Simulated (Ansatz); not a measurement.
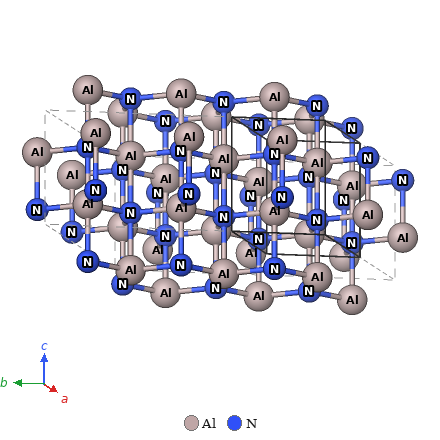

System AlN (space group P6_3/mmc, No. 194); source of the atomic positions: the geometry relaxed with DFT, PBEsol, plane waves, PAW in Ansatz 0.2.0; the starting structure was generated, so it need not be a known form of this composition.

Bonds are taken as Al–N below 2.3 Å; no other contact counts. Atoms with one bond or none are removed and atoms with two bonds are replaced by edges, until no such atom is left.

Question: What kind of net remains, and which atoms are its nodes?

Answer: A uninodal 5-connected, three-periodic net: Al and N are 5-connected nodes.

Question: Does the net have a name?

Answer: It is the bnn net, known from eclipsed honeycomb layers linked along c.

Question: Is the net interpenetrated?

Answer: It is a single net, without interpenetration.

Question: How many nodes does the smallest cycle have?

Answer: Four.

The simplified net, drawn on the atoms' positions. Nodes are coloured by element. Edges to nodes outside the piece are drawn as stubs.

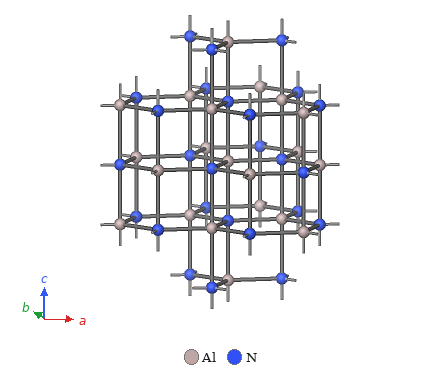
